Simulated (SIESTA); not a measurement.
# Energy of TiTe2 along an even scaling of the cell

System: TiTe2 (P-3m1, 3 atoms in the cell).
Method: Kohn-Sham DFT of a periodic cell, PBE, PseudoDojo 0.4 standard, converted to PSML, no spin polarisation (SIESTA 5.4.2).

The 7 runs differ only in the geometry, by an even scaling of the cell at fixed fractional positions. The structure derives from an entry of the Crystallography Open Database.

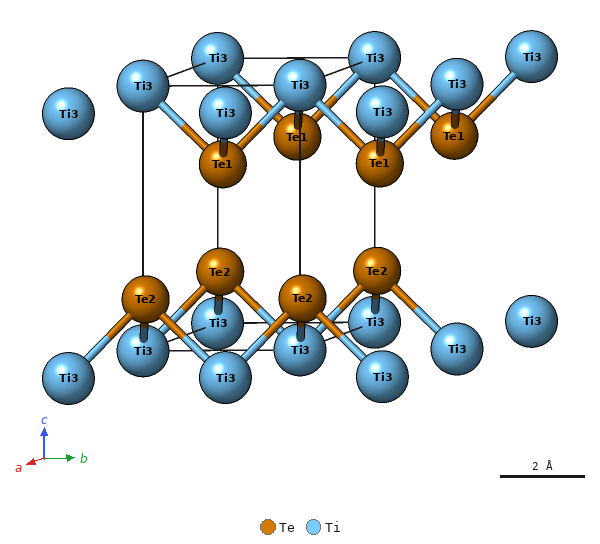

Figure 1. The structure of run 4 (ball-and-stick view of the cell of the calculation, repeated 2 × 2 × 1, seen at an oblique angle; atoms are numbered from 1 in the order of the input).

### Input file of run 4
```
SystemName                      TiTe2
SystemLabel                     TiTe2
NumberOfSpecies                 2
NumberOfAtoms                   3
%block ChemicalSpeciesLabel
  1  52 Te
  2  22 Ti
%endblock ChemicalSpeciesLabel

UseStructFile                   true

%block kgrid.MonkhorstPack
    8   0   0  0.0
    0   8   0  0.0
    0   0   4  0.0
%endblock kgrid.MonkhorstPack
XC.Functional                   GGA
XC.Authors                      PBE
PAO.BasisSize                   DZP
PAO.EnergyShift                 0.002 Ry
Mesh.Cutoff                     800 Ry
OccupationFunction              FD
ElectronicTemperature           0.05 eV
MaxSCFIterations                120
SCF.MustConverge                false
SCF.Mixer.Method                Pulay
SCF.Mixer.Weight                0.25
SCF.Mixer.History               8
SCF.DM.Tolerance                5.0e-05
SCF.H.Tolerance                 1.0e-03 eV
WriteForces                     true
Charge.Mulliken                 end
Charge.Hirshfeld                end
Charge.Voronoi                  end
SaveRho                         true
SaveElectrostaticPotential      true
```

### File TiTe2.STRUCT_IN of run 4
```
   3.7770000000     0.0000000000     0.0000000000
  -1.8885000000     3.2709779501     0.0000000000
   0.0000000000     0.0000000000     6.4980000000
3
1  52    0.3333333333     0.6666666667     0.7372000000
1  52    0.6666666667     0.3333333333     0.2628000000
2  22    0.0000000000     0.0000000000     0.0000000000
```

Command:
```bash
siesta TiTe2.fdf > TiTe2.out 2>&1
```

Run 5 has the same physical settings and fractional positions; its lattice vectors (Å) are:
```
   3.802014    0.000000    0.000000
  -1.901007    3.292641    0.000000
   0.000000    0.000000    6.541034
```

### Results, with one run withheld

| run | volume per atom (Å³) | free energy per atom, from the lowest run given (meV) | pressure (GPa) |
| --- | --- | --- | --- |
| 1 | 25.154 | 59.49 | 7.69 |
| 2 | 25.689 | 36.47 | 6.04 |
| 3 | 26.225 | 19.68 | 4.03 |
| 4 | 26.760 | 8.70 | 2.65 |
| 5 | 27.295 | ? | ? |
| 6 | 27.830 | 0.00 | −0.08 |
| 7 | 28.365 | 2.08 | −1.13 |

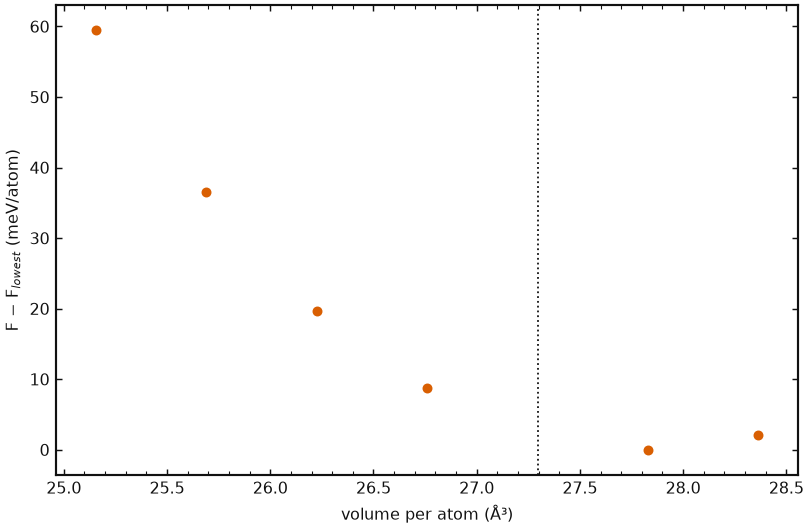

Figure 2. Free energy per atom of the runs given; the dotted line marks run 5.

What should run 5 give?

A cubic polynomial in V^(−2/3) (the Birch–Murnaghan form), fitted to the 6 runs given, misses them by at most 0.19 meV per atom. With x = V^(−2/3) − 0.11214 Å⁻², it reads F = 10.789 + 6602.1 x + 1.0395e+06 x² + 4.7504e+06 x³ (meV per atom). At run 5 it gives 2.16 meV per atom, and the run itself gives 1.95. The slope of the fit gives a pressure −dF/dV of 1.23 GPa there, and the run prints 1.32 GPa. The two needn't agree exactly: the fit is approximate, and the printed stress is taken on a finite basis. The fit has its minimum at 27.830 Å³ per atom, where V d²F/dV² gives 60.3 GPa. Cell shape and fractional positions are held, so this is the stiffness under even scaling; the relaxed bulk modulus wasn't computed and can be far lower in a crystal of layers, chains or molecules like this one.

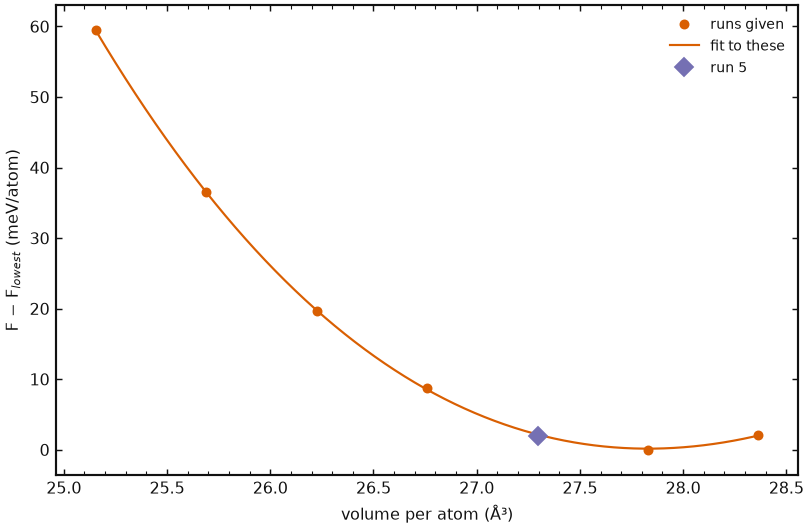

Figure 3. The fit and the withheld run.

### Some lines of the output (run 5)
```
[...]
outcell: Cell volume (Ang**3)        :     81.8850
stepf: Fermi-Dirac step function
siesta: Etot    =     -7321.926916
siesta: FreeEng =     -7321.935108
        iscf     Eharris(eV)        E_KS(eV)     FreeEng(eV)     dDmax    Ef(eV) dHmax(eV)
siesta: E_KS(eV) =            -7322.9626
siesta: E_KS - E_eggbox =     -7322.9626
siesta: Etot    =     -7322.962609
siesta: FreeEng =     -7322.973882
siesta:         Fermi =      -5.161399
siesta: Cell volume =         81.885024 Ang**3
    Orbital volume contribution        =           3.728124 eV
```

Notes: Points of doubt noted for this run: mulliken charges of long orbitals. With a small basis of atomic orbitals these values can differ much from converged plane-wave results.
